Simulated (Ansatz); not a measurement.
## Electronic structure of Zr3O in real space

Input

```
crystal:
  lattice:
    - [5.6172009101, 0.0, 0.0]
    - [-2.8086004551, 4.8646386863, 0.0]
    - [0.0, 0.0, 5.185]
  atoms:
    - { symbol: Zr, position: [0.3333, 0.0, 0.0] }
    - { symbol: Zr, position: [0.3333, 0.3333, 0.5] }
    - { symbol: Zr, position: [0.0, 0.3333, 0.0] }
    - { symbol: Zr, position: [0.6667, 0.0, 0.5] }
    - { symbol: Zr, position: [0.6667, 0.6667, 0.0] }
    - { symbol: Zr, position: [0.0, 0.6667, 0.5] }
    - { symbol: O, position: [0.3333333333, 0.6666666667, 0.25] }
    - { symbol: O, position: [0.6666666667, 0.3333333333, 0.75] }
basis:
  ecutwfc: 420
kpoints:
  mp_grid: { grid: [6, 6, 8] }
hamiltonian:
  xc: pbesol
scf:
  occupations: { method: gaussian, width: 0.1 }
output:
  forces: true
  stress: true
  eigenvalues: true
  write_density: true
  write_potential: true
  elf: true
  volumetric_format: npy
relax:
  adjacent_minimum: "off"
  f_tol: 0.005
  max_steps: 80
  cell: { stress_tol: 0.05 }
```

Command:

```sh
ansatz run input.yaml --threads 4 --pin off --max-ram 12288MiB --backend cpu --events-out ev --progress --plain --runs-dir out
```

Below, planes, directions and counts refer to the conventional cell (a = 5.58 Å, b = 5.58 Å, c = 5.16 Å, α = 90.00°, β = 90.00°, γ = 120.00°).

The fields are those of the run's last geometry, not of the input's.

Space group P6₃22.

Method: Ansatz, DFT PBEsol, scalar-relativistic, plane waves, PAW.

The density is the valence pseudo-density of a PAW calculation; it isn't the true density close to the nuclei.

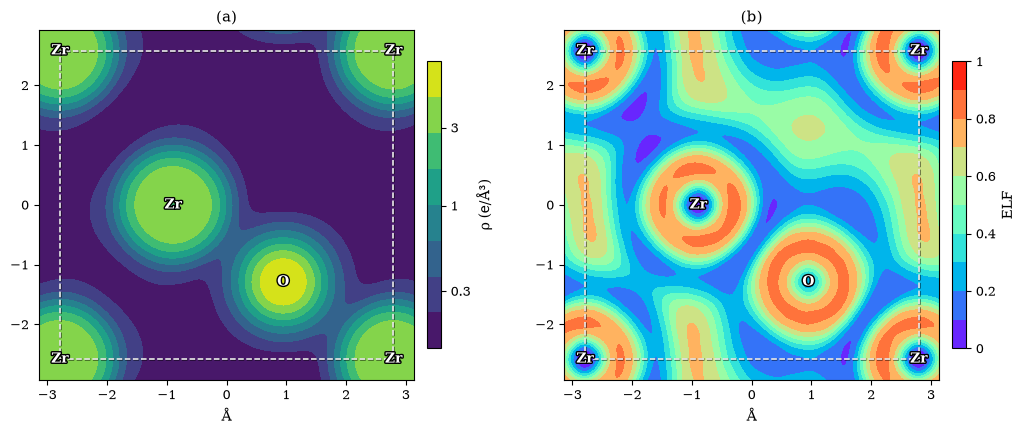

Figure 1. (a) valence pseudo-density; (b) electron localisation function on the (010) plane of the conventional cell.

**What do the fields say about this system?**

The section cuts through Zr and O sites.
Zr–O (2.25 Å): the density is about 0.44 e/Å³ at the midpoint; the ELF peaks at about 0.80 in the valence shell of O, 0.6 Å from its nucleus, and drops to about 0.10 between the two atoms (no shared electron pair shows on this line).
Zr–Zr (3.20 Å): the density is about 0.18 e/Å³ at the midpoint; the ELF is about 0.25 at the midpoint (no localised pair shows between them).
Between the atoms the lowest density in this plane is 0.13 e/Å³.
The ELF has a maximum of about 0.70 in the space between the atoms, on no atom or two-centre bond.
The features right at Zr lie inside the PAW spheres, where the map follows smoothed inner orbitals and isn't to be read closely.

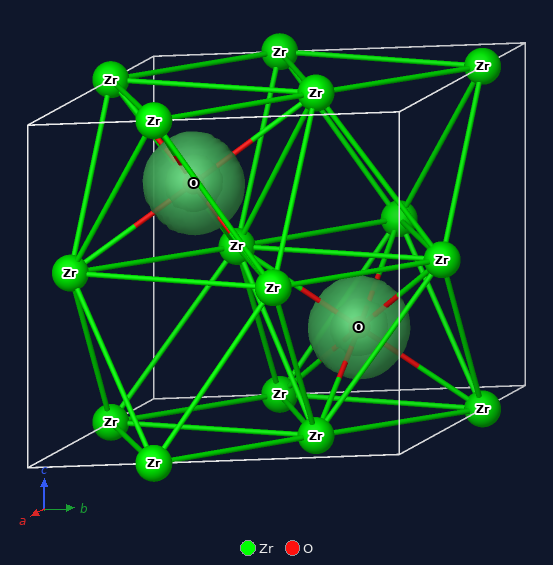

Figure 2. Isosurface of the electron localisation function at 0.75 (green), seen slightly off an axis. Only the valence region is drawn (cores and ρ < 0.01 e/Å³ removed). Sticks mark near contacts.

**Describe the localisation domains.**

The ELF exceeds this value in two regions wrapped around O (the valence shell of each), counted in one cell of 8 atoms. Any copies at cell faces, edges or corners count once. Along the contacts the grid gives the following. Zr–Zr (3.14 Å): the ELF is about 0.15 at the midpoint: no localised pair shows between them.

**Does the calculation make it a metal, or give it a gap?**

It is metallic or semimetallic at this level of theory: no gap opens.
